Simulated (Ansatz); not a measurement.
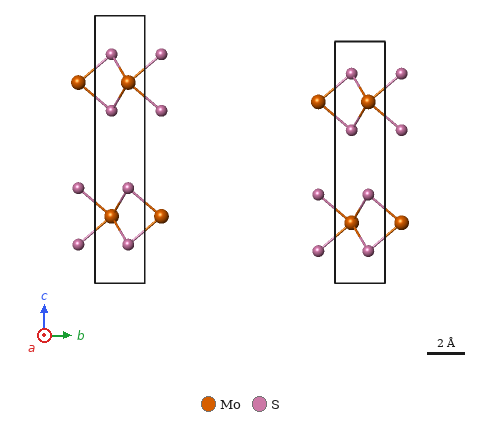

Two geometries of crystalline MoS₂ (set up in P6_3/mmc), drawn at one scale. One is the start of a relaxation, the other its converged end. A ball-and-stick model of the cell of the calculation, seen along the a axis.

Level of theory: DFT PBE, scalar-relativistic, plane waves, PAW (Ansatz). Settings: plane-wave cutoff 420 eV; k-point mesh 12 × 12 × 2; occupations gaussian; smearing width 0.02 eV; no spin polarisation; cell and atoms relaxed; force threshold 0.005 eV/Å; at most 80 steps.

Which of the two is the end point?

Answer. The left one is the relaxed one. The largest moves relative to the cell, 0.17 Å, are those of S atoms. Mo stays in place. The volume changes by +10.2 %, with a = b 3.192 → 3.185 Å (−0.2 %), c 13.378 → 14.808 Å (+10.7 %). Among the contacts that change: Mo–S 2.417 → 2.413 Å. The space group stays P6_3/mmc (No. 194). Over 8 accepted moves (10 points after the start) the energy falls by 14.9 meV per cell of the calculation. The largest force component goes from 0.093 to 0.0015 eV/Å. Pressure: −0.54 GPa at the start and 0.00 GPa at the end. The SCF was repeated twice at an unchanged geometry on a basis and grid sized afresh for the cell, which shifted the energy by 1.5 meV per cell of the calculation at most. Cost: 24 s on 4 threads of Arm Neoverse V2 (shared host), peak memory 0.52 GiB.

Limits of the set-up: layers or molecules are held without a dispersion correction, so their spacing is unreliable.
